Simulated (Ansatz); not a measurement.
The structure in question:

```cif
data_structure
_symmetry_space_group_name_H-M 'I -4 m 2'
_symmetry_Int_Tables_number 119
_cell_length_a 3.5627
_cell_length_b 3.5627
_cell_length_c 4.8916
_cell_angle_alpha 90.000
_cell_angle_beta 90.000
_cell_angle_gamma 90.000
_cell_volume 62.09
loop_
_atom_site_label
_atom_site_type_symbol
_atom_site_symmetry_multiplicity
_atom_site_Wyckoff_symbol
_atom_site_fract_x
_atom_site_fract_y
_atom_site_fract_z
_atom_site_occupancy
Hf1 Hf 2 a 0.00000 0.00000 0.00000 1
N1 N 2 d 0.00000 0.50000 0.75000 1
```

### Before looking at a picture, describe the arrangement of atoms.

The formula is HfN. The atoms follow space group I-4m2 (No. 119); the Bravais lattice is body-centred tetragonal. The cell comprises 2 formula units: 2 Hf, 2 N. Hf is linked to four N in a tetrahedral arrangement at 2.16 Å. N is coordinated by four Hf in a tetrahedral arrangement at 2.16 Å. Not all metal-metal contacts are counted. The bonds build a three-dimensional framework.

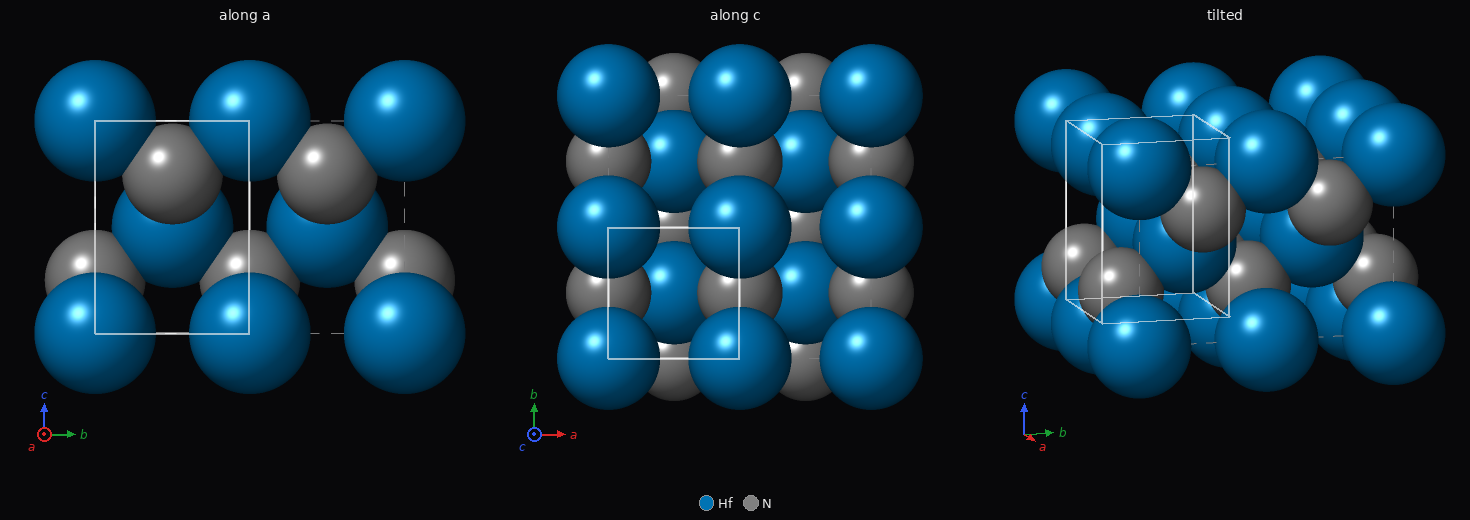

Drawn in the space-filling manner and seen along the a axis, along the c axis and slightly off an axis. The conventional unit cell (solid box) is repeated to 2×2×1 cells.

Its origin is a structure listed in the Materials Project. The cell was then strained or its atoms displaced on purpose. It was the input of a calculation with Ansatz.

At this level of theory the run's own cell isn't at rest (stretched, at -11 GPa), so its distances can differ from those at equilibrium, the more so the softer the solid.
